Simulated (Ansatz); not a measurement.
## Geometry relaxation of C20H3N (part 1 of 3)

System: C20H3N (slab, 24 atoms in the cell).
Method: DFT PBE+D3(BJ), scalar-relativistic, plane waves, PAW, no spin polarisation (Ansatz 0.2.0).

The structure derives from an entry of the Crystallography Open Database. The input holds or restrains some coordinates. It belongs to a series of runs on one base structure; here: 1 MeCN a cell, flat, over a bridge C-C site. Figures and captions count atoms from 1; the log counts them from 0 in places.

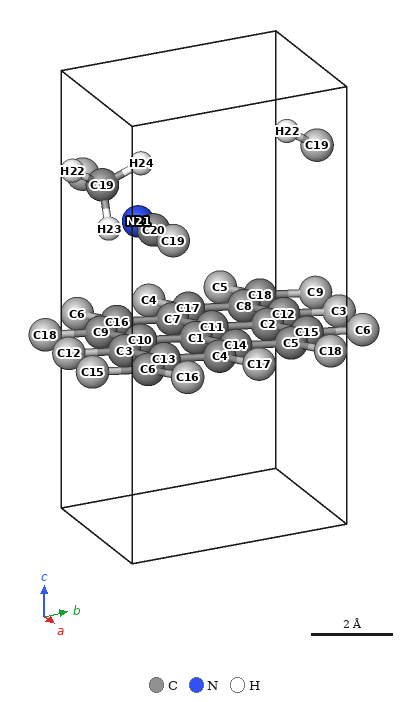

Fig. 1: The structure as given in the input (ball-and-stick view of the cell of the calculation, with the vacuum cut short, seen slightly off an axis; neighbours outside the cell are drawn fainter; atoms are numbered from 1 in the order of the input). Near neighbours in the crystal (not all of them lie inside the picture): C has 3 C at 1.42 Å; C has 1 C at 1.46 Å and 3 H at 1.11 Å; C has 1 C at 1.46 Å and 1 N at 1.16 Å; N has 1 C at 1.16 Å; H has 1 C at 1.11 Å.

Results in brief

- outcome: converged under the restraints of the input
- electrons treated: 88
- free energy: −5452.0796 eV
- work function, top face: 4.11 eV
- work function, bottom face: 4.25 eV
- Fermi energy: −1.910 eV
- gap on the k-point mesh: 0.08 eV
- final volume: 928.44 Å³
- work function (upper face): 4.11 eV
- largest force (length of the vector) at the end, held atoms and coordinates included: 0.037 eV/Å
- hardware: 2 threads of Arm Neoverse V1, 24 GiB of memory available, shared host
- wall time: 7.2 min (CPU time 14 min)
- peak memory: 1.2 GiB

Notes

Warnings of the run: the exchange-correlation potential is rough where the density is thin.

Input file
```yaml
crystal:
  lattice:
    - [7.3951485247, 0.0, 0.0]
    - [-3.6975742623, 6.4043864871, 0.0]
    - [0.0, 0.0, 19.6034100066]
  atoms:
    - { symbol: C, position: [0.5555555556, 0.4444444444, 0.4080922655] }
    - { symbol: C, position: [0.5555555556, 0.7777777778, 0.4080922655] }
    - { symbol: C, position: [0.5555555556, 0.1111111111, 0.4080922655] }
    - { symbol: C, position: [0.8888888889, 0.4444444444, 0.4080922655] }
    - { symbol: C, position: [0.8888888889, 0.7777777778, 0.4080922655] }
    - { symbol: C, position: [0.8888888889, 0.1111111111, 0.4080922655] }
    - { symbol: C, position: [0.2222222222, 0.4444444444, 0.4080922655] }
    - { symbol: C, position: [0.2222222222, 0.7777777778, 0.4080922655] }
    - { symbol: C, position: [0.2222222222, 0.1111111111, 0.4080922655] }
    - { symbol: C, position: [0.4444444444, 0.2222222222, 0.4081743943] }
    - { symbol: C, position: [0.4444444444, 0.5555555556, 0.4081743943] }
    - { symbol: C, position: [0.4444444444, 0.8888888889, 0.4081743943] }
    - { symbol: C, position: [0.7777777778, 0.2222222222, 0.4081743943] }
    - { symbol: C, position: [0.7777777778, 0.5555555556, 0.4081743943] }
    - { symbol: C, position: [0.7777777778, 0.8888888889, 0.4081743943] }
    - { symbol: C, position: [0.1111111111, 0.2222222222, 0.4081743943] }
    - { symbol: C, position: [0.1111111111, 0.5555555556, 0.4081743943] }
    - { symbol: C, position: [0.1111111111, 0.8888888889, 0.4081743943] }
    - { symbol: C, position: [0.111481284, 0.1548018809, 0.5885103664] }
    - { symbol: C, position: [-0.0967922237, 0.1319655842, 0.5885103664] }
    - { symbol: "N", position: [-0.2615270234, 0.1139155499, 0.5885103664] }
    - { symbol: H, position: [0.1047980115, 0.0168925861, 0.6134346015] }
    - { symbol: H, position: [0.1666666667, 0.1666666667, 0.5351931119] }
    - { symbol: H, position: [0.2209652593, 0.2981389628, 0.6169033858] }
basis:
  ecutwfc: 420
kpoints:
  mp_grid: { grid: [3, 3, 1] }
hamiltonian:
  xc: pbe
  dispersion: d3bj
scf:
  occupations: { method: gaussian, width: 0.05 }
output:
  forces: true
  eigenvalues: true
  write_density: true
  write_potential: true
  elf: true
  volumetric_format: npy
relax:
  adjacent_minimum: "off"
  f_tol: 0.04
  max_steps: 100
  constraints: [{ sites: [0] }]
efield:
  axis: 3
  dipole_correction: true
  ramp_width: 0.04
```

Launched with:
```bash
ansatz run input.yaml --threads 2 --pin off --max-ram 6144MiB --backend cpu --events-out ev --progress --plain --runs-dir out
```

Log
```
Engine: ansatz 0.2.0, aarch64-unknown-linux-gnu
Pseudopotentials: kind: paw
Pseudopotential: C, paw, valence charge 4, recommended cutoff 420 eV (normal), C.paw.azcp
Pseudopotential: N, paw, valence charge 5, recommended cutoff 420 eV (normal), N.paw.azcp
Pseudopotential: H, paw, valence charge 1, recommended cutoff 420 eV (normal), H.paw.azcp
Functional definition: PBE
  parameter kappa = 0.804
  parameter beta = 0.06672455060314922
  exchange = pbe_x(kappa = kappa, mu = beta*pi^2/3)
  correlation = pbe_c(beta = beta)
Crystal: 24 atoms, lattice volume = 928.445 Å³
Basis set: ecut = 420 eV, 18113 PW (Γ), exchange–correlation on 100×100×270 points (8 copies of the dense FFT grid, shifted against one another)
Bands: 68, of which v1, the nominal top of the filled ones, is band 44 counted from 1 (43 counted from 0)
Symmetry: 1 space group operations
Space group: P1 (ITA 1), of the structure as read, at distance tolerance 9.8e-5 Å
k-points: 5 of 9 (time reversal used)
Non-local potential: C, projectors of the file, l = 0: 2, l = 1: 2, l = 2: 1
Non-local potential: N, projectors of the file, l = 0: 2, l = 1: 2, l = 2: 1
Non-local potential: H, projectors of the file, l = 0: 2, l = 1: 1
PAW form: soft (Blöchl's): semilocal exchange-correlation on the pseudo side does not see the compensation charge
PAW one-centre angular grid: C, 110 points (default); XC on 64 Gauss nodes
PAW one-centre angular grid: N, 110 points (default); XC on 64 Gauss nodes
PAW one-centre angular grid: H, 110 points (default); XC on 64 Gauss nodes
Initial density: superposition of atomic densities (neutral atoms: chi_scale 0, normalization atom), corrected by the library's trained network
Initial wavefunctions: pseudopotential atomic-orbital guess
Functional: x = pbe(κ = 0.804, μ = 0.2195149727645171), c = pbe(β = 0.06672455060314922)
SCF iter   1: F=—  HF=-5452.062930 eV  |F-HF|=—  |Δ(HF+E_count)|=         —  Δρ=2.78e-3  dr2=1.03e-1  ethr=1.77e-3  p=-0.054 e·Å  D=-1.06e-2 V/Å  ΔV_dip=0.21 eV  dr2_dipole=9.09e-5  V_vac-E_F(+/−)=4.56/4.35 eV  ⟨swp⟩=11.6  Hψ=2267  notcnv=0  defer=48
efield: sawtooth ramp at fractional position 0.9925 (placed from the atoms, in the widest stretch of the axis that holds none; the zero of the levels goes with the place), width 0.0400; the density the first Hamiltonian is built on has a dipole p = -0.054 e·Å; the dipole correction subtracts the counter field D = -1.06e-2 V/Å, which shifts the + side's vacuum level by +0.21 eV against the − side's; the planar-averaged density in the ramp window peaks in size at 3.5e-5 e/Å³
preconditioner: auto → LDOS  [metal: Δε(μ)=0.006 eV  Ē_g=14.006 eV  σ=0.050 eV  W_gap=0.06  n_scr=94 (ndim 8)  ℏωp=11.4 eV  f_vac=0.713  D(μ)=9.95/eV (n_scr^D=50)  β→1.0]
SCF iter   2: F=—  HF=-5452.166226 eV  |F-HF|=—  |Δ(HF+E_count)|=   1.03e-1  Δρ=7.00e-3  dr2=5.76e-1  ethr=1.17e-4  p=-0.017 e·Å  D=-3.32e-3 V/Å  ΔV_dip=0.07 eV  dr2_dipole=2.01e-6  V_vac-E_F(+/−)=4.34/4.27 eV  ⟨swp⟩=3.4  Hψ=719  notcnv=0  defer=86
SCF iter   3: F=—  HF=-5452.063167 eV  |F-HF|=—  |Δ(HF+E_count)|=   1.03e-1  Δρ=2.19e-3  dr2=5.81e-2  ethr=1.17e-4  p=-0.020 e·Å  D=-3.83e-3 V/Å  ΔV_dip=0.08 eV  dr2_dipole=4.68e-6  V_vac-E_F(+/−)=4.34/4.27 eV  ⟨swp⟩=3.0  Hψ=607  notcnv=0  defer=86
SCF iter   4: F=—  HF=-5452.052128 eV  |F-HF|=—  |Δ(HF+E_count)|=   1.10e-2  Δρ=3.92e-4  dr2=2.02e-3  ethr=6.60e-5  p=-0.018 e·Å  D=-3.42e-3 V/Å  ΔV_dip=0.07 eV  dr2_dipole=2.42e-9  V_vac-E_F(+/−)=4.33/4.26 eV  ⟨swp⟩=2.4  Hψ=639  notcnv=0  defer=80
SCF iter   5: F=—  HF=-5452.052010 eV  |F-HF|=—  |Δ(HF+E_count)|=   1.18e-4  Δρ=1.53e-4  dr2=4.73e-4  ethr=2.30e-6  p=-0.017 e·Å  D=-3.38e-3 V/Å  ΔV_dip=0.07 eV  dr2_dipole=2.87e-8  V_vac-E_F(+/−)=4.32/4.26 eV  ⟨swp⟩=2.0  Hψ=516  notcnv=0  defer=80
SCF iter   6: F=—  HF=-5452.052029 eV  |F-HF|=—  |Δ(HF+E_count)|=   1.93e-5  Δρ=8.61e-5  dr2=1.46e-4  ethr=5.38e-7  p=-0.017 e·Å  D=-3.41e-3 V/Å  ΔV_dip=0.07 eV  dr2_dipole=5.86e-8  V_vac-E_F(+/−)=4.32/4.25 eV  ⟨swp⟩=2.0  Hψ=437  notcnv=0  defer=80
SCF iter   7: F=—  HF=-5452.052026 eV  |F-HF|=—  |Δ(HF+E_count)|=   3.20e-6  Δρ=5.43e-5  dr2=5.37e-5  ethr=1.66e-7  p=-0.017 e·Å  D=-3.32e-3 V/Å  ΔV_dip=0.07 eV  dr2_dipole=2.13e-8  V_vac-E_F(+/−)=4.31/4.25 eV  ⟨swp⟩=2.0  Hψ=439  notcnv=0  defer=80
SCF iter   8: F=-5452.052029 eV  HF=-5452.052028 eV  |F-HF|=1.95e-6  |Δ(HF+E_count)|=   1.28e-6  Δρ=2.43e-5  dr2=1.00e-5  ethr=4.55e-8  p=-0.017 e·Å  D=-3.35e-3 V/Å  ΔV_dip=0.07 eV  dr2_dipole=2.43e-9  V_vac-E_F(+/−)=4.31/4.25 eV  ⟨swp⟩=36.4  Hψ=4345  notcnv=0
SCF 1 converged in 8 iterations: F = -5452.052029 eV  dr2 = 1.00e-5
  greatest PAW one-centre occupation: 0.842 electrons in one spin orbital (limit 2), on the N atom at site 20 (counted from 0), in its partial waves of l = 0
relax step   1: F+E_penalty+E_count = -5452.05202946 eV  Δ(F+E_penalty+E_count) = +0.000e0 eV  max|allowed force component| = 7.943e-1 eV/Å  Δτ_max = 0.0000 Å  (8 SCF iters, dr2 threshold 4.00e-5 eV, accepted)
Initial density: handed on by an earlier stage of this run
Initial wavefunctions: those handed on with the density
iter 1 solved again at ethr=1.82e-4 eV; its pass at ethr=3.10e-3 eV (dr2=1.60e-1 eV) is discarded
SCF iter   1: F=—  HF=-5452.110999 eV  |F-HF|=—  |Δ(HF+E_count)|=         —  Δρ=5.84e-3  dr2=1.60e-1  ethr=1.82e-4  p=-0.017 e·Å  D=-3.35e-3 V/Å  ΔV_dip=0.07 eV  dr2_dipole=1.25e-3  V_vac-E_F(+/−)=4.31/4.24 eV  ⟨swp⟩=2.0  Hψ=1238  notcnv=0  defer=75
efield: sawtooth ramp at fractional position 0.9925 (handed on by an earlier solve), width 0.0400; the density the first Hamiltonian is built on has a dipole p = -0.017 e·Å; the dipole correction subtracts the counter field D = -3.35e-3 V/Å, which shifts the + side's vacuum level by +0.07 eV against the − side's; the planar-averaged density in the ramp window peaks in size at 7.3e-7 e/Å³
preconditioner: auto → LDOS  [metal: Δε(μ)=0.003 eV  Ē_g=13.886 eV  σ=0.050 eV  W_gap=0.04  n_scr=94 (ndim 8)  ℏωp=11.4 eV  f_vac=0.718  D(μ)=9.99/eV (n_scr^D=50)  β→1.0]
SCF iter   2: F=—  HF=-5452.094288 eV  |F-HF|=—  |Δ(HF+E_count)|=   1.67e-2  Δρ=2.89e-3  dr2=7.79e-2  ethr=1.82e-4  p=0.050 e·Å  D=9.74e-3 V/Å  ΔV_dip=-0.19 eV  dr2_dipole=4.87e-4  V_vac-E_F(+/−)=4.06/4.25 eV  ⟨swp⟩=3.2  Hψ=621  notcnv=0  defer=75
SCF iter   3: F=—  HF=-5452.074201 eV  |F-HF|=—  |Δ(HF+E_count)|=   2.01e-2  Δρ=1.75e-3  dr2=3.50e-2  ethr=8.85e-5  p=0.022 e·Å  D=4.32e-3 V/Å  ΔV_dip=-0.08 eV  dr2_dipole=3.90e-5  V_vac-E_F(+/−)=4.16/4.25 eV  ⟨swp⟩=2.4  Hψ=624  notcnv=0  defer=75
SCF iter   4: F=—  HF=-5452.067586 eV  |F-HF|=—  |Δ(HF+E_count)|=   6.62e-3  Δρ=3.97e-4  dr2=1.46e-3  ethr=3.97e-5  p=0.028 e·Å  D=5.41e-3 V/Å  ΔV_dip=-0.11 eV  dr2_dipole=4.36e-6  V_vac-E_F(+/−)=4.14/4.25 eV  ⟨swp⟩=2.0  Hψ=537  notcnv=0  defer=75
SCF iter   5: F=—  HF=-5452.067338 eV  |F-HF|=—  |Δ(HF+E_count)|=   2.48e-4  Δρ=1.05e-4  dr2=6.47e-5  ethr=1.66e-6  p=0.032 e·Å  D=6.14e-3 V/Å  ΔV_dip=-0.12 eV  dr2_dipole=8.98e-8  V_vac-E_F(+/−)=4.13/4.25 eV  ⟨swp⟩=2.0  Hψ=448  notcnv=0  defer=75
SCF iter   6: F=-5452.067342 eV  HF=-5452.067341 eV  |F-HF|=8.15e-7  |Δ(HF+E_count)|=   3.39e-6  Δρ=3.27e-5  dr2=1.34e-5  ethr=4.48e-8  p=0.032 e·Å  D=6.28e-3 V/Å  ΔV_dip=-0.12 eV  dr2_dipole=2.73e-10  V_vac-E_F(+/−)=4.12/4.25 eV  ⟨swp⟩=26.8  Hψ=3567  notcnv=0
SCF 2 converged in 6 iterations: F = -5452.067342 eV  dr2 = 1.34e-5
  greatest PAW one-centre occupation: 0.841 electrons in one spin orbital (limit 2), on the N atom at site 20 (counted from 0), in its partial waves of l = 0
relax step   2: F+E_penalty+E_count = -5452.06734225 eV  Δ(F+E_penalty+E_count) = -1.531e-2 eV  max|allowed force component| = 2.458e-1 eV/Å  Δτ_max = 0.1113 Å  (6 SCF iters, dr2 threshold 3.94e-5 eV, accepted)
[... from here on the SCF iterations and repeated set-up lines of each step are left out, up to the last step ...]
SCF 3 converged in 7 iterations: F = -5452.070041 eV  dr2 = 3.28e-6
relax step   3: F+E_penalty+E_count = -5452.07004092 eV  Δ(F+E_penalty+E_count) = -2.699e-3 eV  max|allowed force component| = 9.297e-2 eV/Å  Δτ_max = 0.0546 Å  (7 SCF iters, dr2 threshold 3.78e-6 eV, accepted)
SCF 4 converged in 9 iterations: F = -5452.061731 eV  dr2 = 6.21e-8
relax step   4: F+E_penalty+E_count = -5452.06173128 eV  Δ(F+E_penalty+E_count) = +8.310e-3 eV  max|allowed force component| = 6.067e-1 eV/Å  Δτ_max = 0.0191 Å  (9 SCF iters, rejected (line search))
SCF 5 converged in 10 iterations: F = -5452.070446 eV  dr2 = 2.14e-8
relax step   5: F+E_penalty+E_count = -5452.07044611 eV  Δ(F+E_penalty+E_count) = -4.052e-4 eV  max|allowed force component| = 2.020e-2 eV/Å  Δτ_max = 0.0094 Å  (10 SCF iters, accepted)
SCF 6 converged in 8 iterations: F = -5452.070888 eV  dr2 = 7.50e-8
relax step   6: F+E_penalty+E_count = -5452.07088847 eV  Δ(F+E_penalty+E_count) = -4.424e-4 eV  max|allowed force component| = 5.827e-2 eV/Å  Δτ_max = 0.0328 Å  (8 SCF iters, accepted)
SCF 7 converged in 8 iterations: F = -5452.071494 eV  dr2 = 7.70e-8
relax step   7: F+E_penalty+E_count = -5452.07149369 eV  Δ(F+E_penalty+E_count) = -6.052e-4 eV  max|allowed force component| = 2.328e-1 eV/Å  Δτ_max = 0.1466 Å  (8 SCF iters, accepted)
SCF 8 converged in 5 iterations: F = -5452.072658 eV  dr2 = 5.20e-6
relax step   8: F+E_penalty+E_count = -5452.07265810 eV  Δ(F+E_penalty+E_count) = -1.164e-3 eV  max|allowed force component| = 1.126e-1 eV/Å  Δτ_max = 0.0097 Å  (5 SCF iters, dr2 threshold 5.42e-5 eV, accepted)
SCF 9 converged in 7 iterations: F = -5452.073714 eV  dr2 = 6.35e-8
relax step   9: F+E_penalty+E_count = -5452.07371400 eV  Δ(F+E_penalty+E_count) = -1.056e-3 eV  max|allowed force component| = 3.472e-2 eV/Å  Δτ_max = 0.0562 Å  (7 SCF iters, dr2 threshold 2.97e-6 eV, accepted)
SCF 10 converged in 4 iterations: F = -5452.073714 eV  dr2 = 3.70e-9
relax step  10: F+E_penalty+E_count = -5452.07371403 eV  Δ(F+E_penalty+E_count) = -3.114e-8 eV  max|allowed force component| = 3.479e-2 eV/Å  Δτ_max = 0.0000 Å  (4 SCF iters, accepted)
SCF 11 converged in 10 iterations: F = -5452.073123 eV  dr2 = 3.11e-10
relax step  11: F+E_penalty+E_count = -5452.07312302 eV  Δ(F+E_penalty+E_count) = +5.910e-4 eV  max|allowed force component| = 2.588e-1 eV/Å  Δτ_max = 0.1967 Å  (10 SCF iters, rejected (line search))
SCF 12 converged in 8 iterations: F = -5452.075199 eV  dr2 = 2.47e-8
relax step  12: F+E_penalty+E_count = -5452.07519934 eV  Δ(F+E_penalty+E_count) = -1.485e-3 eV  max|allowed force component| = 2.269e-2 eV/Å  Δτ_max = 0.0960 Å  (8 SCF iters, accepted)
SCF 13 converged in 8 iterations: F = -5452.076353 eV  dr2 = 8.87e-9
relax step  13: F+E_penalty+E_count = -5452.07635254 eV  Δ(F+E_penalty+E_count) = -1.153e-3 eV  max|allowed force component| = 9.426e-2 eV/Å  Δτ_max = 0.0976 Å  (8 SCF iters, accepted)
SCF 14 converged in 8 iterations: F = -5452.076273 eV  dr2 = 2.30e-8
relax step  14: F+E_penalty+E_count = -5452.07627295 eV  Δ(F+E_penalty+E_count) = +7.958e-5 eV  max|allowed force component| = 2.504e-1 eV/Å  Δτ_max = 0.1322 Å  (8 SCF iters, dr2 threshold 3.78e-6 eV, rejected (line search))
SCF 15 converged in 8 iterations: F = -5452.078026 eV  dr2 = 8.50e-9
relax step  15: F+E_penalty+E_count = -5452.07802638 eV  Δ(F+E_penalty+E_count) = -1.674e-3 eV  max|allowed force component| = 4.369e-2 eV/Å  Δτ_max = 0.0640 Å  (8 SCF iters, accepted)
SCF iter   1: F=—  HF=-5452.089229 eV  |F-HF|=—  |Δ(HF+E_count)|=         —  Δρ=3.33e-3  dr2=4.65e-2  ethr=3.68e-4  p=0.037 e·Å  D=7.24e-3 V/Å  ΔV_dip=-0.14 eV  dr2_dipole=5.50e-6  V_vac-E_F(+/−)=4.11/4.25 eV  ⟨swp⟩=4.6  Hψ=857  notcnv=0  defer=71
efield: sawtooth ramp at fractional position 0.9925 (handed on by an earlier solve), width 0.0400; the density the first Hamiltonian is built on has a dipole p = 0.037 e·Å; the dipole correction subtracts the counter field D = 7.24e-3 V/Å, which shifts the + side's vacuum level by -0.14 eV against the − side's; the planar-averaged density in the ramp window peaks in size at 8.3e-7 e/Å³
preconditioner: auto → LDOS  [insulator: Δε(μ)=0.084 eV  Ē_g=13.875 eV  σ=0.050 eV  W_gap=0.76  n_scr=94 (ndim 8)  ℏωp=11.4 eV  f_vac=0.720  D(μ)=4.58/eV (n_scr^D=4)  ε∞_Penn≈1.7  β→1.0]
SCF iter   2: F=—  HF=-5452.096287 eV  |F-HF|=—  |Δ(HF+E_count)|=   7.06e-3  Δρ=2.57e-3  dr2=7.11e-2  ethr=5.28e-5  p=0.045 e·Å  D=8.70e-3 V/Å  ΔV_dip=-0.17 eV  dr2_dipole=5.25e-5  V_vac-E_F(+/−)=4.08/4.25 eV  ⟨swp⟩=3.0  Hψ=707  notcnv=0  defer=74
SCF iter   3: F=—  HF=-5452.087863 eV  |F-HF|=—  |Δ(HF+E_count)|=   8.42e-3  Δρ=1.90e-3  dr2=4.28e-2  ethr=5.28e-5  p=0.034 e·Å  D=6.68e-3 V/Å  ΔV_dip=-0.13 eV  dr2_dipole=3.23e-6  V_vac-E_F(+/−)=4.12/4.25 eV  ⟨swp⟩=2.8  Hψ=546  notcnv=0  defer=74
SCF iter   4: F=—  HF=-5452.080149 eV  |F-HF|=—  |Δ(HF+E_count)|=   7.71e-3  Δρ=5.48e-4  dr2=3.28e-3  ethr=4.86e-5  p=0.034 e·Å  D=6.69e-3 V/Å  ΔV_dip=-0.13 eV  dr2_dipole=1.24e-6  V_vac-E_F(+/−)=4.12/4.25 eV  ⟨swp⟩=2.0  Hψ=641  notcnv=0  defer=71
SCF iter   5: F=—  HF=-5452.079534 eV  |F-HF|=—  |Δ(HF+E_count)|=   6.15e-4  Δρ=1.19e-4  dr2=1.59e-4  ethr=3.72e-6  p=0.035 e·Å  D=6.90e-3 V/Å  ΔV_dip=-0.14 eV  dr2_dipole=2.87e-8  V_vac-E_F(+/−)=4.11/4.25 eV  ⟨swp⟩=2.0  Hψ=448  notcnv=0  defer=71
SCF iter   6: F=—  HF=-5452.079502 eV  |F-HF|=—  |Δ(HF+E_count)|=   3.21e-5  Δρ=1.63e-5  dr2=2.13e-6  ethr=1.81e-7  p=0.035 e·Å  D=6.92e-3 V/Å  ΔV_dip=-0.14 eV  dr2_dipole=1.04e-10  V_vac-E_F(+/−)=4.11/4.25 eV  ⟨swp⟩=2.0  Hψ=451  notcnv=0  defer=71
SCF iter   7: F=—  HF=-5452.079636 eV  |F-HF|=—  |Δ(HF+E_count)|=   1.34e-4  Δρ=2.92e-6  dr2=7.02e-8  ethr=1.14e-10  p=0.035 e·Å  D=6.92e-3 V/Å  ΔV_dip=-0.14 eV  dr2_dipole=4.64e-11  V_vac-E_F(+/−)=4.11/4.25 eV  ⟨swp⟩=19.2  Hψ=3039  notcnv=0
SCF iter   8: F=-5452.079636 eV  HF=-5452.079636 eV  |F-HF|=6.87e-8  |Δ(HF+E_count)|=   1.61e-7  Δρ=6.27e-7  dr2=6.81e-9  ethr=7.98e-11  p=0.035 e·Å  D=6.92e-3 V/Å  ΔV_dip=-0.14 eV  dr2_dipole=2.05e-11  V_vac-E_F(+/−)=4.11/4.25 eV  ⟨swp⟩=12.4  Hψ=2289  notcnv=0
SCF 16 converged in 8 iterations: F = -5452.079636 eV  dr2 = 6.81e-9
relax step  16: F+E_penalty+E_count = -5452.07963603 eV  Δ(F+E_penalty+E_count) = -1.610e-3 eV  max|allowed force component| = 3.367e-2 eV/Å  Δτ_max = 0.0741 Å  (8 SCF iters, accepted)
```
